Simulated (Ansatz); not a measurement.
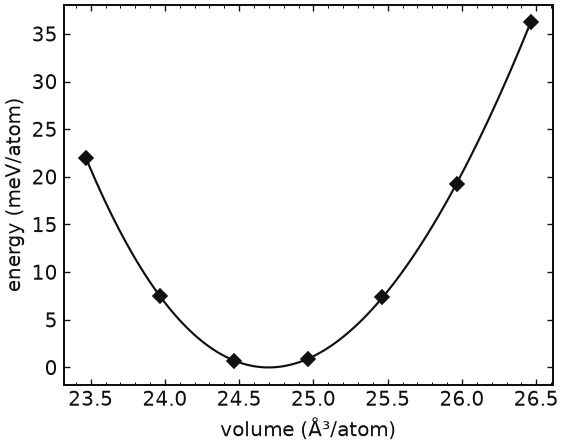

Plotted: energy against volume.

Method: all-electron LAPW DFT, no spin polarisation; energies at scaled volumes of the given cell, shape and fractions fixed, counted from the fit's minimum, third-order Birch-Murnaghan fit (Ansatz 0.2.0). Level: PBEsol.

Question: For which of these solids was it computed?
A. ZrH₂, Fm-3m (No. 225)
B. Te₂Mo, P6_3/mmc (No. 194)
C. Cu, I4/mmm (No. 139)

Answer: B, Te₂Mo: energy from 0.72 meV/atom to 36.23 meV/atom, V0 24.7 Å³/atom, B0 105 GPa. The others give: ZrH₂, energy from 0.16 meV/atom to 32.45 meV/atom, V0 9.007 Å³/atom, B0 143 GPa; Cu, energy from 0.42 meV/atom to 24.42 meV/atom, V0 11.36 Å³/atom, B0 165 GPa.

For Cu, limits of the calculation: shape and atomic fractions are frozen while scaling, which makes layered, chain and framework solids too stiff.

For Te₂Mo, limits of the calculation: shape and atomic fractions are frozen while scaling, which makes layered, chain and framework solids too stiff.
